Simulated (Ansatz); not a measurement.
The calculation's input:

```
crystal:
  lattice:
    - [-5.6273392466, 3.2489458289, 6.501332904]
    - [0.0, -6.4978916577, 6.501332904]
    - [5.6273392466, 3.2489458289, 6.501332904]
  atoms:
    - { symbol: Pt, position: [0.6664865863, 0.6695214822, 0.6681730906], spin: 1.0 }
    - { symbol: Pt, position: [-0.0028418006, 0.331267718, 0.6658538147] }
    - { symbol: Pt, position: [0.3330505938, 0.6671674279, -0.0004050991] }
    - { symbol: Pt, position: [0.3353883011, 0.0005926727, 0.6681494777], spin: 1.0 }
    - { symbol: Pt, position: [0.665078846, 0.3315914829, -0.0018680082] }
    - { symbol: Pt, position: [-0.0020477974, 0.667410528, 0.3342471056] }
    - { symbol: Pt, position: [-0.002519022, -0.0008028685, -0.0018699127] }
    - { symbol: Pt, position: [0.333284596, 0.3320726564, 0.3342406697] }
    - { symbol: Pt, position: [0.6659949179, 0.0001220967, 0.3374002808], spin: 1.0 }
    - { symbol: Se, position: [0.8172117577, 0.4924051346, 0.489354639] }
    - { symbol: Se, position: [0.1579964848, 0.8215373638, 0.8185545809] }
    - { symbol: Se, position: [0.1582661217, 0.1513364639, 0.4893204309] }
    - { symbol: Se, position: [0.4874426413, 0.4921219273, 0.8185507356] }
    - { symbol: Se, position: [0.8174044371, 0.8238061708, 0.1592887873] }
    - { symbol: Se, position: [0.8184043143, 0.1525150939, 0.8196654796] }
    - { symbol: Se, position: [0.1544173796, 0.4885423633, 0.1555116415] }
    - { symbol: Se, position: [0.4896787334, 0.1515237578, 0.1592805549] }
    - { symbol: Se, position: [0.5111750145, 0.5099155762, 0.1772434105] }
    - { symbol: Se, position: [0.8572393382, 0.1913570824, 0.1624900866] }
    - { symbol: Se, position: [0.1759105472, 0.5100269158, 0.5121833949] }
    - { symbol: Se, position: [0.1758008426, 0.8452926947, 0.1772416897] }
    - { symbol: Se, position: [0.5117343675, 0.1724052605, 0.5128935589] }
    - { symbol: Se, position: [0.8511437221, 0.500749589, 0.8518426412] }
    - { symbol: Se, position: [0.8382883113, 0.8458691559, 0.5128977051] }
    - { symbol: Se, position: [0.1666854909, 0.1852097636, 0.8517883368] }
    - { symbol: Se, position: [0.511601942, 0.8457364754, 0.8404999933] }
  host:
    lattice:
      - [3.7515594977, 0.0, 0.0]
      - [-1.8757797489, 3.2489458289, 0.0]
      - [0.0, 0.0, 6.501332904]
    atoms:
      - { symbol: Pt, position: [0.0, 0.0, 0.0] }
      - { symbol: Se, position: [0.6666666667, 0.3333333333, 0.7990307511] }
      - { symbol: Se, position: [0.3333333333, 0.6666666667, 0.2009692489] }
total_charge: -1
basis:
  ecutwfc: 420
  xc_grid: 2
kpoints:
  mp_grid: { grid: [2, 2, 2], shift: [0.5, 0.5, 0.5] }
hamiltonian:
  xc: pbe
scf:
  occupations: { method: gaussian, width: 0.01 }
output:
  forces: true
  stress: false
  eigenvalues: true
  populations: true
  charged_corrections:
    defect_position: [0.48856581, 0.82189914, 0.48856581]
    epsilon: [[17.6831, 0.0, 0.0], [0.0, 17.6831, 0.0], [0.0, 0.0, 5.2381]]
  write_density: true
  write_potential: true
  elf: true
  volumetric_format: npy
magnetization:
  spin_polarized: true
relax:
  adjacent_minimum: "off"
  f_tol: 0.025
  max_steps: 45
```

Run with:

```sh
ansatz run input.yaml --threads 4 --pin off --max-ram 10240MiB --backend cpu --events-out ev --progress --plain --runs-dir out
```

Spin-polarised.

These are results of DFT PBE, scalar-relativistic, plane waves, PAW (Ansatz 0.2.0), not measurements.

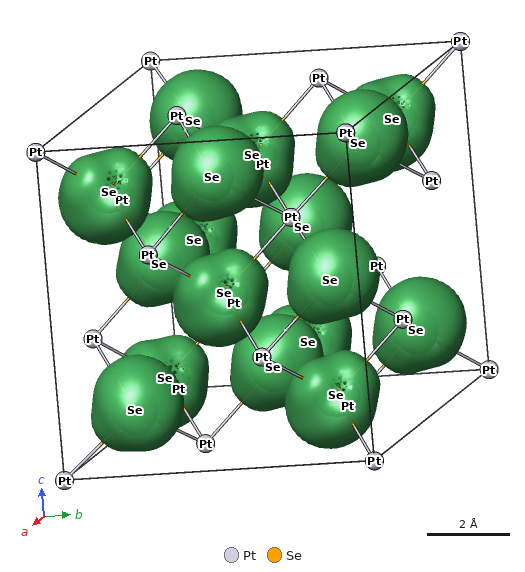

Pt9Se17 (cell charge −1, with a compensating background) (cell with a defect). Isosurface of the ELF at 0.65 (green), seen slightly off an axis. Only the valence region is drawn (cores and ρ < 0.01 e/Å³ removed). Sticks mark near contacts.

In a PAW calculation such maps are meaningful between the atoms, not at the nuclei.

Q: What do the ELF domains correspond to?

A: The surface consists of 17 regions wrapped around Se (the valence shell of each), counted in one cell of 26 atoms. Any copies at cell faces, edges or corners count once.

Values along the shortest contacts:
Pt–Se (2.48 Å): the ELF is about 0.50 at the midpoint. Pt–Se (2.52 Å): the ELF is about 0.50 at the midpoint.
